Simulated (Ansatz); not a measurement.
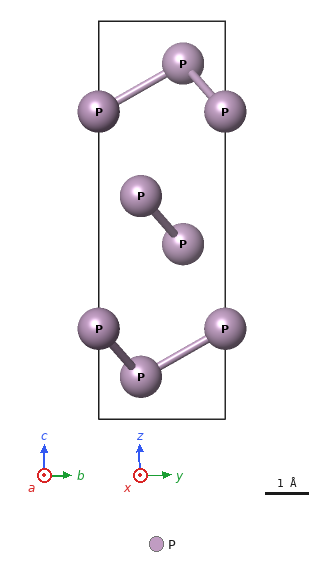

Crystalline P (R-3m): the ratio of the cell's length along z to its lengths across, counted as 1 for the reference, is changed at fixed volume (a c/a path), with the atoms kept at their fractional coordinates. x, y and z are the Cartesian axes of the input. The picture shows the reference cell. A ball-and-stick model of the conventional cell (3 times the calculation's cell), repeated 1 × 1 × 1 with one cell outlined, seen along the a axis. Lengths and directions refer to the drawn axes.

Level of theory: Ansatz 0.2.0, DFT PBEsol, scalar-relativistic, plane waves, PAW. Settings: plane-wave cutoff 420 eV; k-point mesh 18 × 18 × 18; occupations gaussian; smearing width 0.15 eV; no spin polarisation. Energies (free energies at the smearing named) are counted from the cell as listed in its source, which wasn't relaxed.

Input file:
```yaml
crystal:
  lattice:
    - [1.725725178, 0.9963478961, 3.1296800121]
    - [-1.725725178, 0.9963478961, 3.1296800121]
    - [0.0, -1.9926957921, 3.1296800121]
  atoms:
    - { symbol: P, position: [0.22708025, 0.22708025, 0.22708025] }
    - { symbol: P, position: [0.77291975, 0.77291975, 0.77291975] }
basis:
  ecutwfc: 420
kpoints:
  mp_grid: { grid: [18, 18, 18] }
hamiltonian:
  xc: pbesol
scf:
  occupations: { method: gaussian, width: 0.15 }
output:
  forces: true
  stress: true
  eigenvalues: true
  write_density: true
  write_potential: true
  elf: true
  volumetric_format: npy
```

Launched with:
```bash
ansatz run input.yaml --threads 1 --pin off --max-ram 2560MiB --backend cpu --events-out ev --progress --plain --runs-dir out
```

> Give the energy at each point (the relative ratio: 0.80, 0.85, 0.92, 0.96, 1.00, 1.05, 1.10, 1.20, 1.30).

```
axial ratio over its reference value  energy change (meV/atom)
                                0.80                     131.1
                                0.85                      65.4
                                0.92                      11.7
                                0.96                       0.1
                                1.00                       0.0
                                1.05                       8.8
                                1.10                      23.1
                                1.20                      66.7
                                1.30                     138.8
```

Of the computed points the lowest is at the relative ratio 1.00, 0.0 meV/atom. At the ends of the scan the energy is 131.1 meV/atom (0.80) and 138.8 meV/atom (1.30). The unrelaxed reference is under a pressure of −1.7 GPa. The distortion keeps the space group R-3m. At the relative ratio 1.30 the cell of the drawing goes a 3.451 → 3.162 Å, b 3.451 → 3.162 Å, c 9.389 → 11.184 Å.

As a plot:

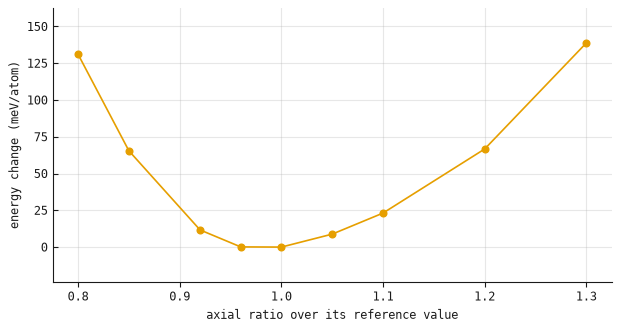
